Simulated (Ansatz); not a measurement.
The coordinates of a crystal:

```
CELL_PARAMETERS angstrom
2.47957 0.00000 0.00000
0.00000 2.47957 0.00000
0.00000 0.00000 2.75508
ATOMIC_POSITIONS crystal
Ni 0.00000 0.00000 0.00000
Ni 0.50000 0.50000 0.50000
```

What would you see if this were drawn?

Answer. The element is nickel. The symmetry is that of I4/mmm (No. 139), on a body-centred tetragonal lattice. The cell holds two atoms.

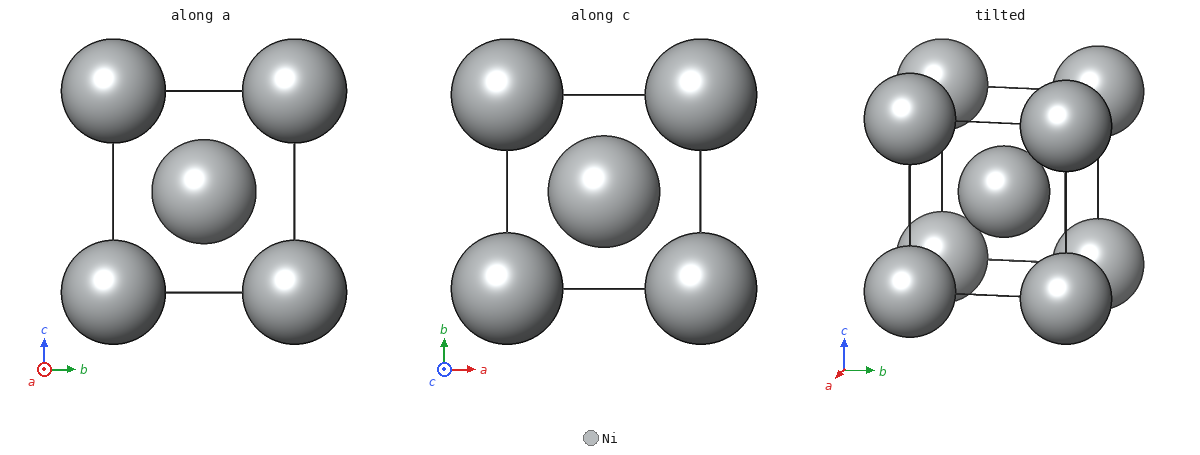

The crystal in a spheres-only representation, seen along the a axis, along the c axis and slightly off an axis. Lines trace the edges of the conventional unit cell. Colours: nickel light grey.

Source of the structure: a structure listed in the Materials Project. The cell was then strained or its atoms displaced on purpose. Ansatz was used for an electronic-structure calculation on it.

At this level of theory the cell isn't at rest (compressed, at 77 GPa), so its distances can differ from those at equilibrium, the more so the softer the solid.
